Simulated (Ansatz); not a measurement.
## WSe2: single-point calculation (part 1 of 2)

- system: WSe2 (P-3m1, 3 atoms in the cell)
- method: DFT, HSE06, plane waves, PAW, no spin polarisation (Ansatz 0.2.0)

The structure was built on a prototype by a generator. The geometry comes from this level: r2scan-rvv10. Figures and captions count atoms from 1; the log counts them from 0 in places.

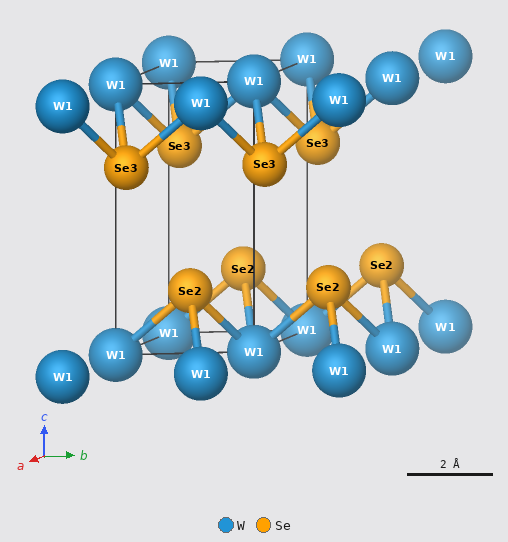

Fig. 1: The structure (ball-and-stick view of the cell of the calculation, repeated 2 × 2 × 1, seen slightly off an axis; atoms are numbered from 1 in the order of the input). Near neighbours in the crystal (not all of them lie inside the picture): W has 6 Se at 2.54 Å; Se has 3 W at 2.54 Å.

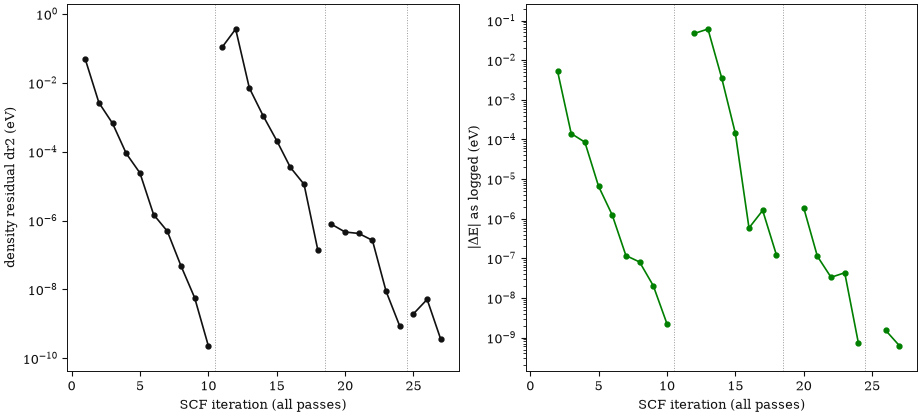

Fig. 2: Convergence of the self-consistent field: density residual dr2 and size of the energy change against the SCF iteration. The run starts with a semilocal functional; after that each stretch between dotted lines is one SCF of the hybrid functional between two exact rebuilds of the exchange operator by the outer loop. Early passes are stopped at a loose threshold. The passes take 10, 8, 6 and 3 iterations.

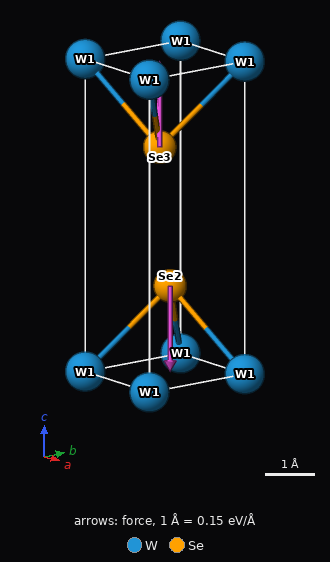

Fig. 3: Forces on the atoms as pink arrows (ball-and-stick view of the cell of the calculation, seen slightly off an axis; atoms are numbered from 1 in the order of the input). The largest act on Se2, Se3 (0.27 eV/Å). The geometry is not a stationary point of this energy.

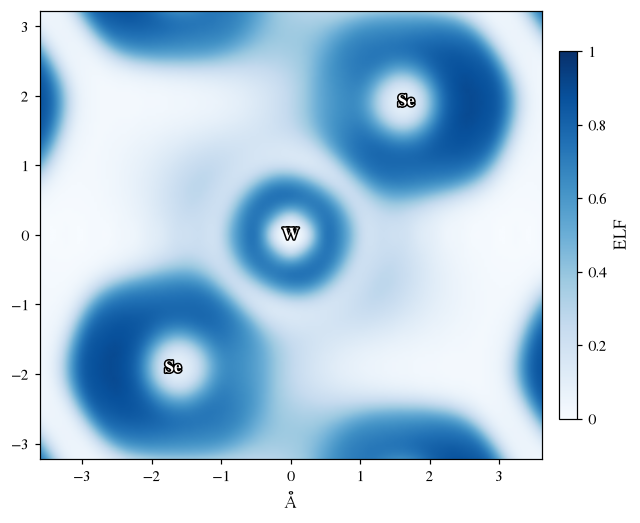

Fig. 4: Electron localisation function on the (110) plane of the conventional cell. The section cuts through W and Se sites. W–Se (2.54 Å): the ELF is about 0.45 at the midpoint. The strong features right at W lie inside the PAW spheres (semicore, d or f shells) and say nothing about bonding. Core electrons are frozen (PAW), so the fields are smoothed inside the atomic spheres.

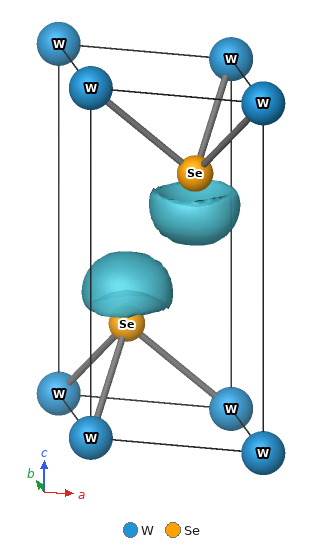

Fig. 5: Isosurface of the electron localisation function at 0.8 (cyan), seen slightly off an axis. Only the valence region is drawn (cores and ρ < 0.01 e/Å³ removed). Sticks mark near contacts. The outline is the cell set on symmetry axes. Values along the shortest contacts: W–Se (2.54 Å): the ELF is about 0.45 at the midpoint.

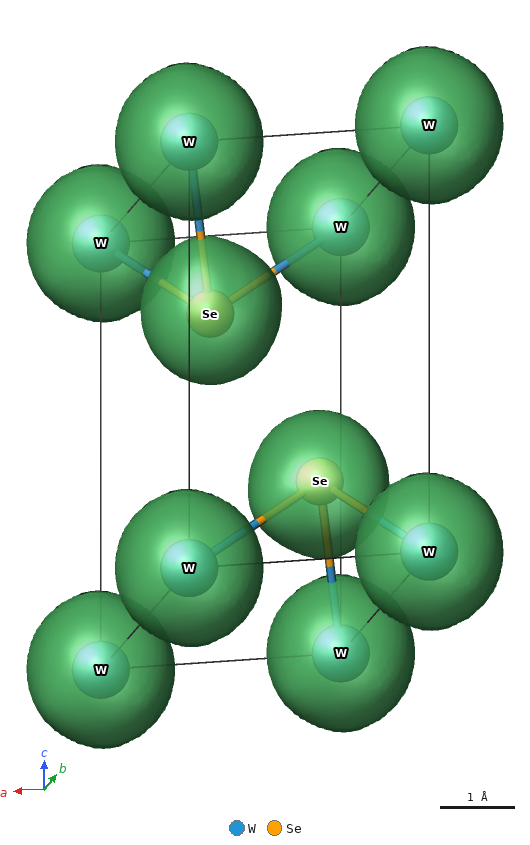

Fig. 6: Isosurface of the valence charge density (pseudo) at 0.6 e/Å³ (green), seen at an oblique angle. Sticks mark near contacts. The outline is the cell set on symmetry axes. At this value the density breaks into separate islands; it holds about 75 % of the electrons treated as valence (semicore included). It is pinched off along the W–Se (2.54 Å) contacts. On the grid the lowest density along these lines, outside the cores, is 0.52 e/Å³ (W–Se, 2.54 Å).

These pictures come from the run below.

**Input file**
```yaml
crystal:
  lattice:
    - [3.3153441817, 0.0, 0.0]
    - [-1.6576720909, 2.8711722836, 0.0]
    - [0.0, 0.0, 6.5191987047]
  atoms:
    - { symbol: W, position: [0.0, 0.0, 0.0] }
    - { symbol: Se, position: [0.3333333333, 0.6666666667, 0.2571683813] }
    - { symbol: Se, position: [0.6666666667, 0.3333333333, 0.7428316187] }
kpoints:
  mp_grid: { grid: [6, 6, 2] }
hamiltonian:
  xc: hse06
scf:
  occupations: { method: fermi_dirac, width: 0.02 }
  n_extra_bands: 4
output:
  forces: true
  stress: true
  eigenvalues: true
  write_density: true
  write_potential: true
  elf: true
  volumetric_format: npy
```

Command:
```bash
ansatz run input.yaml --threads 4 --pin off --max-ram 3686MiB --backend cpu --events-out ev --progress --plain --runs-dir out
```

**The program's output**
```
Warning: output.stress: scf.convergence.dr2_threshold = 1e-7 eV (the SCF's general default) is looser than the 3e-10 eV advised for a printed stress (1e-10 eV for each atom of the cell: 3). What an SCF threshold leaves in a stress goes as its square root, and in the free energy as the threshold itself, and one threshold admits the most on a small cell: of the crystals measured, under no hybrid functional and no lock of the moments, on runs that ended without the residual-converged pass, on stresses that held no estimate of that error, the worst erred by over 100 MPa in a component at 1e-7 eV an atom and by under 5 at 1e-10. Set scf.convergence.dr2_threshold to 3e-10 eV or tighter. The threshold is an SCF's pass mark: one that does not reach it within its budget of iterations ends unconverged, or closes short of it on a stop that the run arms, and scf.convergence.dr2_threshold's page says what that costs each kind of run
Warning: output.stress: scf.exx.energy_threshold = 1e-6 eV is looser than the 3e-8 eV advised for a stress under a hybrid functional (1e-8 eV for each atom of the cell: 3). Every SCF of the exchange loop can meet its threshold on dr2 while the loop round them stops early: no threshold on dr2 bounds what that leaves in the stress. Set scf.exx.energy_threshold to 3e-8 eV or tighter. The threshold is the loop's pass mark: a loop that does not reach it within its budget of cycles ends unconverged, and scf.exx.energy_threshold's page has the law
scf.n_extra_bands = 4 over 23 filled bands (N_el = 46.0): the run solves 27 bands
Engine: ansatz 0.2.0, x86_64-unknown-linux-gnu
Pseudopotentials: kind: paw
Pseudopotential: W, paw, valence charge 14, recommended cutoff 420 eV (normal), W.paw.azcp
Pseudopotential: Se, paw, valence charge 16, recommended cutoff 420 eV (normal), Se.paw.azcp
Functional definition: HSE06
  parameter a = 0.25
  parameter omega = 0.11/bohr
  exchange = pbe_x - a*pbe_x_sr(omega) + a*exact_x_sr(omega)
  correlation = pbe_c
Crystal: 3 atoms, lattice volume = 62.056 Å³
Basis set: ecut = 420 eV, 1257 PW (Γ), exchange–correlation on 48×48×90 points (8 copies of the dense FFT grid, shifted against one another)
Bands: 27, of which v1, the nominal top of the filled ones, is band 23 counted from 1 (22 counted from 0)
Symmetry: 12 space group operations
Space group: P-3m1 (ITA 164), of the structure as read, at distance tolerance 4.0e-5 Å
k-points: 14 of 72
Non-local potential: W, projectors of the file, l = 0: 3, l = 1: 2, l = 2: 2, l = 3: 1
Non-local potential: Se, projectors of the file, l = 0: 2, l = 1: 2, l = 2: 3, l = 3: 1
PAW form: soft (Blöchl's): semilocal exchange-correlation on the pseudo side does not see the compensation charge
PAW frozen core: W, regenerated for the run's functional, and the local potential with it (the file was generated under x = pbe(κ = 0.804, μ = 0.2195149727645171), c = pbe(β = 0.06672455060314922))
PAW frozen core: Se, regenerated for the run's functional, and the local potential with it (the file was generated under x = pbe(κ = 0.804, μ = 0.2195149727645171), c = pbe(β = 0.06672455060314922))
PAW one-centre angular grid: W, 590 points (default); XC on 64 Gauss nodes
PAW one-centre angular grid: Se, 590 points (default); XC on 64 Gauss nodes
Initial density: superposition of atomic densities (neutral atoms: chi_scale 0, normalization atom), corrected by the library's trained network
Initial wavefunctions: pseudopotential atomic-orbital guess
Functional: x = pbe(κ = 0.804, μ = 0.2195149727645171), c = pbe(β = 0.06672455060314922), warm-up for x = pbe(κ = 0.804, μ = 0.2195149727645171) + 0.25 (exact − pbe) at short range (hse, ω = 0.20786987370883472 Å⁻¹), c = pbe(β = 0.06672455060314922); HSE06 as pw.x's `hse` composes it (authors' and Libxc's form: `xc: wpbeh`)
SCF iter   1: F=—  HF=-21323.860930 eV  |F-HF|=—  |Δ(HF+E_count)|=         —  Δρ=6.18e-3  dr2=4.90e-2  ethr=1.77e-3  ⟨swp⟩=5.3  Hψ=1406  notcnv=0
preconditioner: auto → Kerker (q_TF=auto, 2.595 Å⁻¹)  [metal: Δε(μ)=0.036 eV  Ē_g=8.203 eV  σ=0.020 eV  W_gap=0.40  n_scr=22 (ndim 8)  ℏωp=20.0 eV  f_vac=0.047  D(μ)=2.52/eV (n_scr^D=22)]
iter 2 solved again at ethr=5.93e-6 eV; its pass at ethr=1.06e-4 eV (dr2=2.73e-3 eV) is discarded
SCF iter   2: F=—  HF=-21323.855608 eV  |F-HF|=—  |Δ(HF+E_count)|=   5.32e-3  Δρ=2.24e-3  dr2=2.65e-3  ethr=5.93e-6  ⟨swp⟩=3.3  Hψ=1614  notcnv=0  defer=3
SCF iter   3: F=—  HF=-21323.855750 eV  |F-HF|=—  |Δ(HF+E_count)|=   1.41e-4  Δρ=1.08e-3  dr2=6.63e-4  ethr=5.77e-6  ⟨swp⟩=2.6  Hψ=759  notcnv=0
SCF iter   4: F=—  HF=-21323.855835 eV  |F-HF|=—  |Δ(HF+E_count)|=   8.54e-5  Δρ=2.99e-4  dr2=8.87e-5  ethr=1.44e-6  ⟨swp⟩=3.0  Hψ=758  notcnv=0
SCF iter   5: F=—  HF=-21323.855828 eV  |F-HF|=—  |Δ(HF+E_count)|=   6.59e-6  Δρ=1.41e-4  dr2=2.41e-5  ethr=1.93e-7  ⟨swp⟩=4.0  Hψ=1084  notcnv=0
SCF iter   6: F=—  HF=-21323.855830 eV  |F-HF|=—  |Δ(HF+E_count)|=   1.24e-6  Δρ=3.53e-5  dr2=1.49e-6  ethr=5.24e-8  ⟨swp⟩=3.0  Hψ=769  notcnv=0
SCF iter   7: F=—  HF=-21323.855830 eV  |F-HF|=—  |Δ(HF+E_count)|=   1.18e-7  Δρ=1.66e-5  dr2=4.91e-7  ethr=3.24e-9  ⟨swp⟩=3.0  Hψ=815  notcnv=0
SCF iter   8: F=—  HF=-21323.855830 eV  |F-HF|=—  |Δ(HF+E_count)|=   8.10e-8  Δρ=5.07e-6  dr2=4.84e-8  ethr=1.07e-9  ⟨swp⟩=3.0  Hψ=804  notcnv=0
SCF iter   9: F=—  HF=-21323.855830 eV  |F-HF|=—  |Δ(HF+E_count)|=   2.05e-8  Δρ=2.35e-6  dr2=5.73e-9  ethr=1.05e-10  ⟨swp⟩=3.9  Hψ=942  notcnv=0
SCF iter  10: F=-21323.855830 eV  HF=-21323.855830 eV  |F-HF|=2.44e-10  |Δ(HF+E_count)|=   2.25e-9  Δρ=5.50e-7  dr2=2.31e-10  ethr=1.25e-11  ⟨swp⟩=3.9  Hψ=961  notcnv=0
SCF 1 converged in 10 iterations: F = -21323.855830 eV  dr2 = 2.31e-10
  greatest PAW one-centre occupation: 1.000 electrons in one spin orbital (limit 2), on the Se atom at site 2 (counted from 0), in its partial waves of l = 2
Initial density: handed on by an earlier stage of this run
Initial wavefunctions: those handed on with the density
Functional: x = pbe(κ = 0.804, μ = 0.2195149727645171) + 0.25 (exact − pbe) at short range (hse, ω = 0.20786987370883472 Å⁻¹), c = pbe(β = 0.06672455060314922); HSE06 as pw.x's `hse` composes it (authors' and Libxc's form: `xc: wpbeh`)
Exchange kernel: α = 0.2500, screened, ω = 0.2079 Å⁻¹, Wigner–Seitz truncation, v(0) = 1029.9847 eV·Å³, q-mesh 6×6×2, nearest image of the exchange supercell L = 13.04 Å, pair-density grid 18×18×30, without the augmentation charges, whose exchange is taken in its separable form by FFT convolution over the k-point mesh (sized by the pseudopotential files, 20×20×45 at the most), smooth part of the exact exchange by density-matrix convolution
Frozen-core exchange: fock
iter 1 solved again at ethr=2.11e-4 eV; its pass at ethr=1.00e-1 eV (dr2=9.71e-2 eV) is discarded
```
